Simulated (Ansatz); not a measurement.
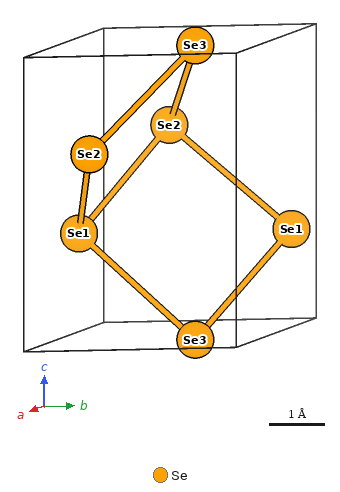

*The structure (ball-and-stick view of the cell of the calculation, seen slightly off an axis; atoms are numbered from 1 in the order of the input).*

Near neighbours in the crystal (not all of them lie inside the picture): Se has 6 Se at 2.79 to 2.98 Å.

**Run report: Se, single-point calculation**

- system: Se (P3₁21, 3 atoms in the cell)
- method: DFT PBE+D3(BJ), scalar-relativistic, plane waves, PAW, no spin polarisation (Ansatz 0.2.0)

The structure derives from an entry of the Crystallography Open Database. Figures and captions count atoms from 1; the log counts them from 0 in places.

## The input
```yaml
crystal:
  lattice:
    - [3.9409371099, 0.0, 0.0]
    - [-1.9704685549, 3.4129516519, 0.0]
    - [0.0, 0.0, 5.4641093028]
  atoms:
    - { symbol: Se, position: [0.3087981154, 0.0, 0.3333333333] }
    - { symbol: Se, position: [0.0, 0.3087981154, 0.6666666667] }
    - { symbol: Se, position: [0.6912018846, 0.6912018846, 0.0] }
basis:
  ecutwfc: 420
kpoints:
  mp_grid: { grid: [9, 9, 8] }
hamiltonian:
  xc: pbe
  dispersion: d3bj
scf:
  occupations: { method: gaussian, width: 0.05 }
output:
  forces: true
  stress: true
  eigenvalues: true
  write_density: true
  write_potential: true
  elf: true
  volumetric_format: npy
```

Hardware: 1 thread of AMD EPYC (Zen 5), 16 GiB of memory available, shared host.

Run as:
```bash
ansatz run input.yaml --threads 1 --pin off --max-ram 2048MiB --backend cpu --events-out ev --progress --plain --runs-dir out
```

## The program's output
```
Engine: ansatz 0.2.0, x86_64-unknown-linux-gnu
Pseudopotentials: kind: paw
Pseudopotential: Se, paw, valence charge 16, recommended cutoff 420 eV (normal), Se.paw.azcp
Functional definition: PBE
  parameter kappa = 0.804
  parameter beta = 0.06672455060314922
  exchange = pbe_x(kappa = kappa, mu = beta*pi^2/3)
  correlation = pbe_c(beta = beta)
Crystal: 3 atoms, lattice volume = 73.494 Å³
Basis set: ecut = 420 eV, 1447 PW (Γ), exchange–correlation on 54×54×80 points (8 copies of the dense FFT grid, shifted against one another)
Bands: 29, of which v1, the nominal top of the filled ones, is band 24 counted from 1 (23 counted from 0)
Symmetry: 6 space group operations
Space group: P3121 (ITA 152), of the structure as read, at distance tolerance 4.2e-5 Å
k-points: 81 of 648 (time reversal used)
Non-local potential: Se, projectors of the file, l = 0: 2, l = 1: 2, l = 2: 3, l = 3: 1
PAW form: soft (Blöchl's): semilocal exchange-correlation on the pseudo side does not see the compensation charge
PAW one-centre angular grid: Se, 590 points (default); XC on 64 Gauss nodes
Initial density: superposition of atomic densities (neutral atoms: chi_scale 0, normalization atom), corrected by the library's trained network
Initial wavefunctions: pseudopotential atomic-orbital guess
Functional: x = pbe(κ = 0.804, μ = 0.2195149727645171), c = pbe(β = 0.06672455060314922)
SCF iter   1: F=—  HF=-16407.733192 eV  |F-HF|=—  |Δ(HF+E_count)|=         —  Δρ=2.29e-3  dr2=2.36e-3  ethr=1.77e-3  ⟨swp⟩=6.0  Hψ=9463  notcnv=0
preconditioner: auto → Kerker (q_TF=auto, 2.541 Å⁻¹)  [metal: Δε(μ)=0.029 eV  Ē_g=9.795 eV  σ=0.050 eV  W_gap=0.31  n_scr=22 (ndim 8)  ℏωp=18.4 eV  f_vac=0.029  D(μ)=0.29/eV (n_scr^D=0)]
SCF iter   2: F=—  HF=-16407.732808 eV  |F-HF|=—  |Δ(HF+E_count)|=   3.84e-4  Δρ=1.36e-3  dr2=8.76e-4  ethr=4.91e-6  ⟨swp⟩=1.8  Hψ=3240  notcnv=0
SCF iter   3: F=—  HF=-16407.733041 eV  |F-HF|=—  |Δ(HF+E_count)|=   2.32e-4  Δρ=1.99e-4  dr2=4.32e-5  ethr=1.82e-6  ⟨swp⟩=2.0  Hψ=2788  notcnv=0
SCF iter   4: F=—  HF=-16407.733045 eV  |F-HF|=—  |Δ(HF+E_count)|=   4.56e-6  Δρ=9.61e-5  dr2=9.75e-6  ethr=9.00e-8  ⟨swp⟩=2.0  Hψ=4225  notcnv=0
SCF iter   5: F=—  HF=-16407.733049 eV  |F-HF|=—  |Δ(HF+E_count)|=   3.49e-6  Δρ=3.55e-5  dr2=1.26e-6  ethr=2.03e-8  ⟨swp⟩=2.0  Hψ=3836  notcnv=0
SCF iter   6: F=—  HF=-16407.733051 eV  |F-HF|=—  |Δ(HF+E_count)|=   1.80e-6  Δρ=1.16e-5  dr2=1.18e-7  ethr=2.62e-9  ⟨swp⟩=2.0  Hψ=3011  notcnv=0
SCF iter   7: F=-16407.733051 eV  HF=-16407.733051 eV  |F-HF|=1.04e-8  |Δ(HF+E_count)|=   2.28e-7  Δρ=3.07e-6  dr2=8.04e-9  ethr=2.08e-10  ⟨swp⟩=10.4  Hψ=15380  notcnv=0
SCF 1 converged in 7 iterations: F = -16407.733051 eV  dr2 = 8.04e-9
  greatest PAW one-centre occupation: 1.000 electrons in one spin orbital (limit 2), on the Se atom at site 1 (counted from 0), in its partial waves of l = 2
SCF converged after 7 iterations
Free energy (F): -16407.733051 eV
Harris-Foulkes:  -16407.733051 eV  (|F-HF|=1.04e-8)
Internal energy: -16407.732690 eV  (E = F + TS)
E sigma→0 (E₀):  -16407.732871 eV
Entropy (-TS):   -0.000361 eV (-0.120 meV/atom)
Fermi energy:    8.429157 eV
--- Per-component energies (eV) ---
  E_band       = -1159.995256
  E_kinetic    = 346.020702
  E_local      = -6961.166560  (includes V_loc(G=0)·N_el)
  E_nonlocal   = -1782.068737
  E_hartree    = 3438.107054
  E_xc         = -308.605106
  E_vxc        = -289.185796  (∫ρ·V_xc dr)
  E_paw        = -5737.035216  (= ΣΔE_a)
  E_vpaw       = 650.195940  (= ΣTr[D̂ρ^β])
  E_aug_tail   = -0.001746  (compensation charges beyond the density's cutoff)
  E_ewald      = -5401.912604
  E_disp       = -1.070479  (pairwise vdW)
  E_smearing   = -0.000361  (= −TS)
  E_closure    = 0.000000  (closes the sum)
  Σ components = -16407.733051   (vs F -16407.733051, Δ=0.00e0)
--- Forces (eV/Å), atoms counted from 1 ---
  atom   1  Se    -0.63615249     0.00000000     0.00000000
  atom   2  Se     0.31807624    -0.55092421     0.00000000
  atom   3  Se     0.31807624     0.55092421     0.00000000
  max |Σ_I F_I| component: 0.00e0 eV/Å
--- Stress (GPa, compression-positive) ---
       -6.019807       0.000000       0.000000
        0.000000      -6.019807      -0.000000
       -0.000000      -0.000000      -9.193528
  P = ⅓ Tr σ = -7.0777 GPa (-70.777 kbar)
--- Band table (eV; the first three rows and the last of 81) ---
  k-point 0: bands = ["-40.0110", "-40.0110", "-40.0071", "-40.0071", "-40.0061", "-39.9928", "-39.9309", "-39.9309", "-39.9302", "-39.9089", "-39.9067", "-39.9067", "-39.8880", "-39.8880", "-39.8849", "-6.9226", "-3.5769", "-3.5769", "5.8674", "5.8674", "5.8850", "6.4782", "6.4782", "6.8910", "9.5349", "9.5349", "10.1744", "15.1508", "15.1508"]
  k-point 1: bands = ["-40.0123", "-40.0097", "-40.0081", "-40.0062", "-40.0056", "-39.9932", "-39.9310", "-39.9309", "-39.9302", "-39.9088", "-39.9070", "-39.9065", "-39.8888", "-39.8872", "-39.8849", "-6.8636", "-4.2656", "-2.8953", "5.4344", "5.8760", "6.0652", "6.5887", "6.6874", "6.9694", "9.3803", "9.4050", "9.9829", "14.5590", "15.8608"]
  k-point 2: bands = ["-40.0133", "-40.0087", "-40.0087", "-40.0064", "-40.0036", "-39.9944", "-39.9310", "-39.9308", "-39.9303", "-39.9086", "-39.9073", "-39.9064", "-39.8895", "-39.8864", "-39.8849", "-6.6875", "-4.9168", "-2.2885", "5.0111", "5.8604", "5.9947", "6.9940", "7.0435", "7.1886", "9.0090", "9.0592", "9.5073", "14.1239", "15.7040"]
  k-point 80: bands = ["-40.0138", "-40.0077", "-40.0075", "-40.0075", "-39.9984", "-39.9984", "-39.9315", "-39.9315", "-39.9288", "-39.9087", "-39.9068", "-39.9068", "-39.8902", "-39.8902", "-39.8813", "-4.5930", "-4.5930", "-4.0419", "2.9367", "2.9367", "2.9878", "8.1082", "8.4429", "8.4429", "8.4535", "9.0049", "9.0049", "16.4719", "16.6559"]
```

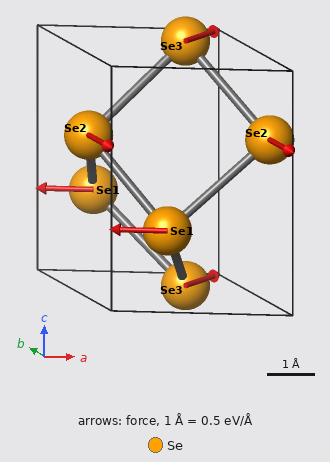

*Forces on the atoms as red arrows (ball-and-stick view of the cell of the calculation, seen slightly off an axis; atoms are numbered from 1 in the order of the input).*

The largest act on all 3 Se atoms (0.64 eV/Å). The geometry is not a stationary point of this energy.

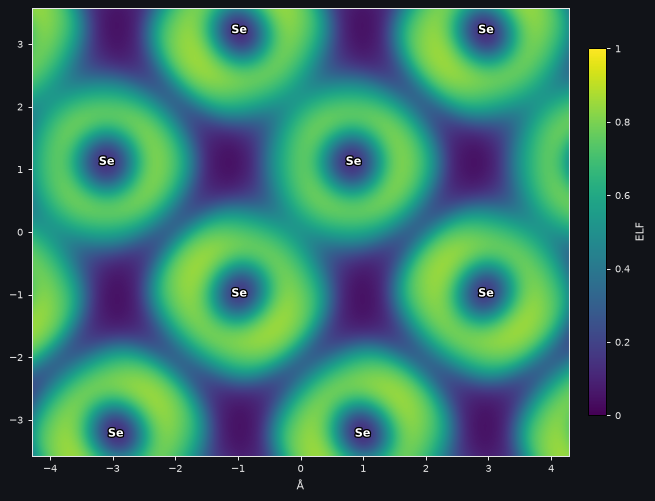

*ELF on the (011̄) plane of the conventional cell.*

Atoms in the plane: Se. Se–Se (2.79 Å): the ELF peaks at about 0.75 between the atoms. Se–Se (2.98 Å): the ELF peaks at about 0.85 between the atoms. In a PAW calculation such maps are meaningful between the atoms, not at the nuclei.

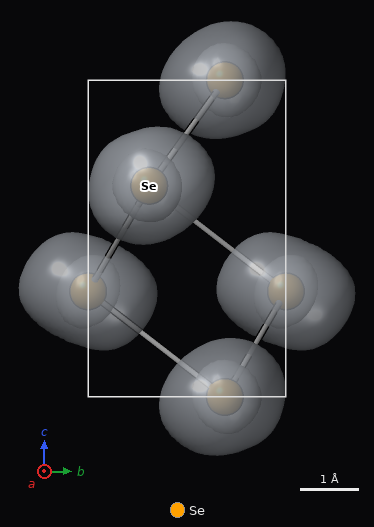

*Isosurface of the electron localisation function at 0.7 (grey), seen along the a axis. Core shells and regions of very low density are left out. Sticks mark near contacts. The outline is the cell set on symmetry axes.*

Values along the shortest contacts: Se–Se (2.79 Å): the ELF peaks at about 0.75 between the atoms. Se–Se (2.98 Å): the ELF peaks at about 0.85 between the atoms.

## Key numbers

| quantity | value |
| --- | --- |
| outcome | converged |
| space group (tolerance 0.01 Å) | P3₁21 (152) |
| electrons treated | 48 |
| free energy | −16407.7331 eV |
| Fermi energy | 8.429 eV |
| gap on the k-point mesh | none (metallic) |
| pressure | −7.08 GPa |
| largest force (length of the vector) | 0.636 eV/Å |
| wall time | 4.4 s |
| peak memory | 0.46 GiB |

The cell is under a tension of 7.1 GPa at this level, so it is not at its equilibrium volume.
